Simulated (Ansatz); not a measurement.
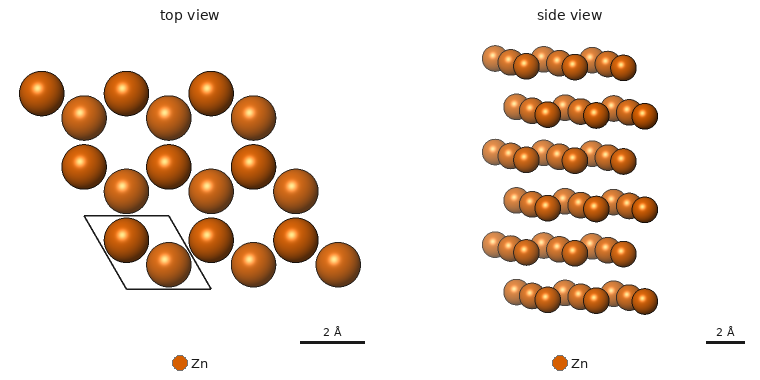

Zn(001) (P6_3/mmc bulk, 6 atomic planes (those closer than 0.6 Å count as one), 13 Å), seen from above and from the side.

Method: DFT PBE, scalar-relativistic, plane waves, PAW (Ansatz 0.2.0). Cutoff 420 eV, 21 × 21 k-points, Gaussian smearing 0.1 eV, dipole correction. The slab is a cut without reconstruction beyond its cell, at the source's lattice constants, with its lower half held fixed and the rest relaxed. No spin polarisation. The run couldn't confirm all of its levels under its output density. The run warns that the functional's potential is rough in the thin density of the vacuum, where the tip is; weak contrasts and barriers may feel it.

The STM signal is simulated in the Tersoff–Hamann approximation. Bias windows are sharp sums over the levels of the k mesh.

```
Zn
1.0
     2.66480    0.00000    0.00000
    -1.33240    2.30778    0.00000
     0.00000    0.00000   30.36675
Zn
6
Direct
  0.66667 0.33333 0.29638
  0.33333 0.66667 0.37783
  0.66667 0.33333 0.45928
  0.33333 0.66667 0.54245
  0.66667 0.33333 0.62560
  0.33333 0.66667 0.70873
```

The last single point, restarted from the relaxation's density, took 52 s on 1 thread of Arm Neoverse V2 (shared host), peak memory 0.53 GiB.

**What does a constant-current image at a set point of 7.1 × 10⁻⁴ e/Å³ show at +1.50 V?**

The brightest spots lie over the top Zn atoms; the darkest points are over the sites above the Zn atoms 2.5 Å below the top plane. The corrugation is 5 pm at a mean tip height of 3.0 Å. So weak a contrast (5 pm) depends on the k-mesh and on the tip.

The computed image, with the atoms seen from above drawn over one corner (deeper ones smaller):

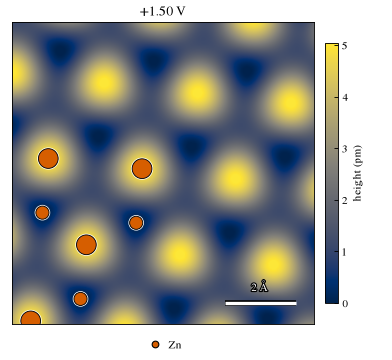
